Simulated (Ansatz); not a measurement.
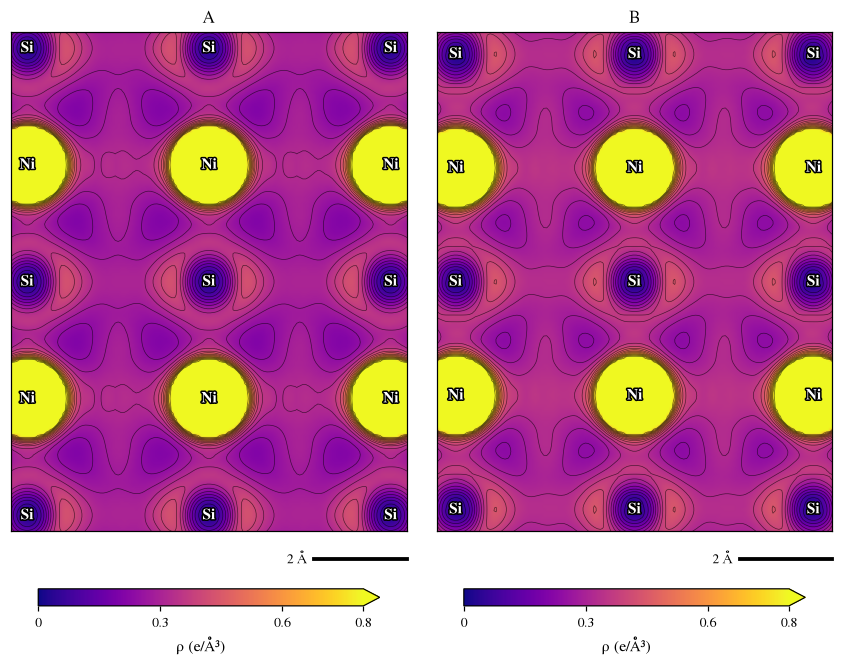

SiNi₂. The valence electron density of two cells that differ in size and shape, on the (100) plane of each (indices in the axes of the calculation cell), at one length scale and on one colour scale; one has 10.6 and the other 11.3 Å³ an atom.

All numbers below come from DFT r2SCAN, scalar-relativistic, plane waves, PAW (Ansatz 0.2.0).

In a PAW calculation such maps are meaningful between the atoms, not at the nuclei.

The larger cell:

```cif
data_structure
_symmetry_space_group_name_H-M 'P 1'
_symmetry_Int_Tables_number 1
_cell_length_a 3.9332
_cell_length_b 3.9332
_cell_length_c 5.0546
_cell_angle_alpha 90.000
_cell_angle_beta 90.000
_cell_angle_gamma 120.000
_cell_volume 67.72
loop_
_atom_site_label
_atom_site_type_symbol
_atom_site_fract_x
_atom_site_fract_y
_atom_site_fract_z
_atom_site_occupancy
Si1 Si 0.33333 0.66667 0.75000 1
Si2 Si 0.66667 0.33333 0.25000 1
Ni1 Ni 0.00000 0.00000 0.00000 1
Ni2 Ni 0.00000 0.00000 0.50000 1
Ni3 Ni 0.33333 0.66667 0.25000 1
Ni4 Ni 0.66667 0.33333 0.75000 1
```

The smaller cell: a = 3.870 Å, b = 3.870 Å, c = 4.927 Å, α = 90.00°, β = 90.00°, γ = 120.00°.

Question: Which is the denser cell? Describe the effect of the change.

Answer: Panel B is the smaller cell, by 6 % in volume. From the larger cell to the smaller, Si–Ni goes from 2.53 to 2.46 Å, and the density at its midpoint from 0.32 to 0.35 e/Å³; the pressure goes from −11 to 0.0 GPa.
